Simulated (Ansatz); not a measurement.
**AlN: density, localisation and related maps**

```
Al N
1.0
     1.89362   -2.03430    0.19570
    -0.11489   -1.95349   -2.05980
     1.99758    0.29966   -2.24457
Al N
1 1
Direct
  0.01462 0.99505 0.02039
  0.73538 0.75495 0.72961
```

Space group P1; a structure from a database of computed crystals, not necessarily the ambient phase; changed on purpose from its base cell (all atoms moved at random, sigma 0.1 A a component, cell strained at random, sigma 0.1; relaxed back); computed pressure about 19 GPa in this cell.

The calculation used DFT r2SCAN, scalar-relativistic, plane waves, PAW (Ansatz).

In a PAW calculation such maps are meaningful between the atoms, not at the nuclei.

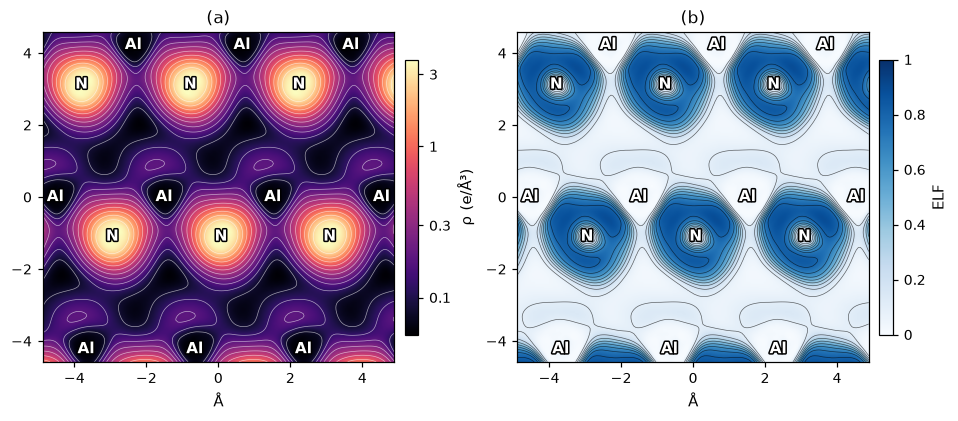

Figure 1. (a) valence charge density (pseudo); (b) ELF on the (11̄0) plane of the conventional cell.

What do the fields say about this system?

Answer.
- The section cuts through Al and N sites.
- Al–N (1.81 Å): ρ at the midpoint is about 0.8 e/Å³; the ELF peaks at about 0.90 in the valence shell of N, 0.7 Å from its nucleus, and is about 0.85 at the midpoint.
- Al–N (1.93 Å): the density is about 0.63 e/Å³ at the midpoint; the ELF peaks at about 0.90 in the valence shell of N, 0.8 Å from its nucleus, and is about 0.85 at the midpoint.
- Between the atoms the lowest density in this plane is 0.06 e/Å³.

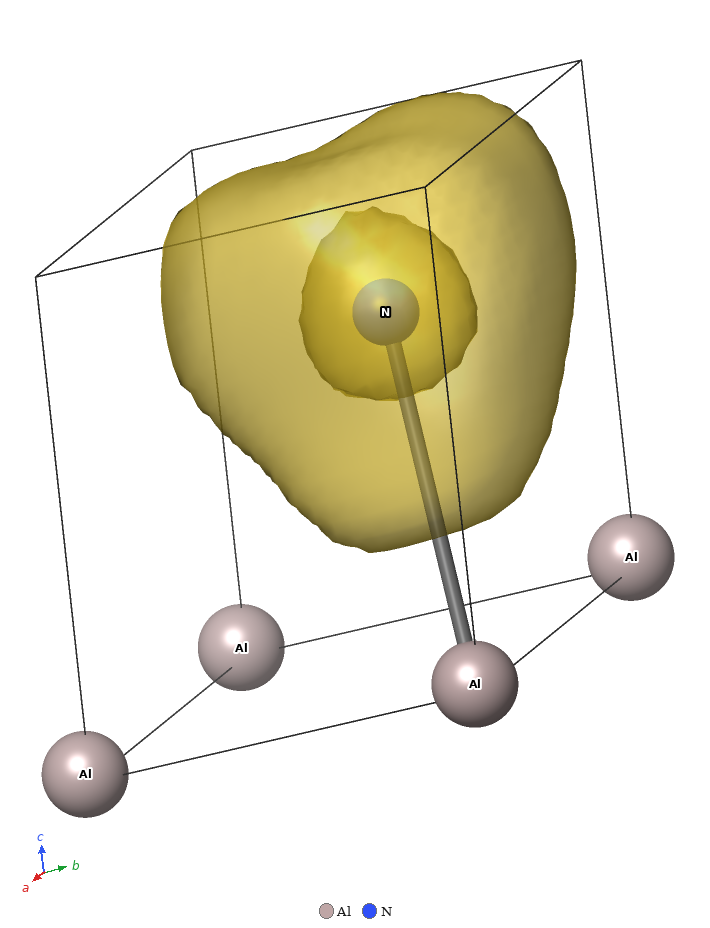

Figure 2. Isosurface of the ELF at 0.7 (yellow), seen slightly off an axis. Core shells and regions of very low density are left out. Sticks mark near contacts.

Where are the electrons localised?

Answer. The surface consists of one region on N in which the atom's valence shell and bonds are merged, counted in one cell of 2 atoms. Regions shared between cells count once. Profiles from the grid: Al–N (1.87 Å): the ELF peaks at about 0.90 in the valence shell of N, 0.7 Å from its nucleus, and is about 0.85 at the midpoint.

Does the calculation give a band gap?

Answer. It is gapped, with a Kohn–Sham gap of 2.0 eV on the k-point mesh (the band edges may lie off the mesh, which would make the gap smaller).
